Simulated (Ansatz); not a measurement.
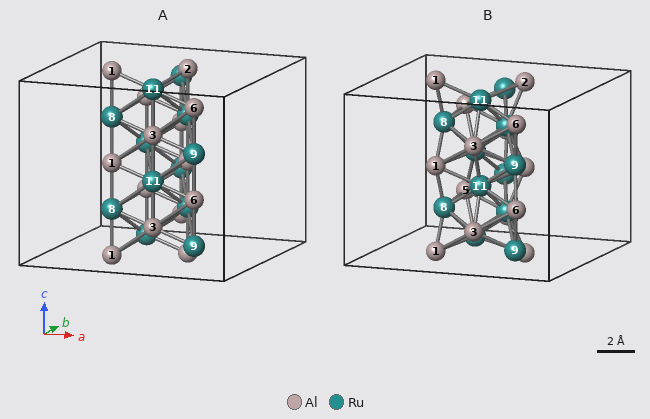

Two geometries of a wire of composition AlRu, drawn at one scale. One is the start of a relaxation, the other its converged end. Style: ball-and-stick. Shown: the 2 repeat of the cell, with the vacuum cut short, slightly off an axis.

These are results of DFT PBEsol, scalar-relativistic, plane waves, PAW (Ansatz), not measurements. Settings: plane-wave cutoff 420 eV; k-point mesh 1 × 1 × 11; occupations gaussian; smearing width 0.05 eV; no spin polarisation; cell relaxed at fixed a, b, alpha, beta, gamma; force threshold 0.02 eV/Å; at most 45 steps.

### Which of the two is the end point?

Structure B is the relaxed one. Case: wire along [1 1 1], 12 atoms a period. The largest moves relative to the centre of the atoms, 0.70 Å, are those of Al atoms. By element the largest moves are Al 0.70 Å, Ru 0.49 Å. Along the periodic axis the drawn cell goes c 10.311 → 9.567 Å (−7.2 %). Some distances before and after: Ru–Ru 2.976 → 2.405 Å, Ru–Ru 2.976 → 2.428 Å, Ru–Ru 2.976 → 2.490 Å, Al–Ru 2.578 → 2.902 Å. Bond angles that change, for instance: Ru–Al–Ru 180.0° → 132.7°, Ru–Al–Ru 180.0° → 138.6°, Al–Ru–Al 70.5° → 108.0°. Over 14 accepted moves (17 points after the start) the energy falls by 1.891 eV per cell of the calculation. Largest force component: 2.1 eV/Å at the start, 0.018 eV/Å at the end. The line search rejected the trial steps at points 6, 11 of the run. At 1 point the geometry stayed and the basis and grid were re-selected for the new cell (energy shift of 3.5 meV per cell of the calculation at most each time). The run took 5.7 min on 4 threads of Arm Neoverse V1, on a shared host, peak memory 1.8 GiB.

Limits of the set-up: the k-point mesh is coarse for a cell with partly filled bands.
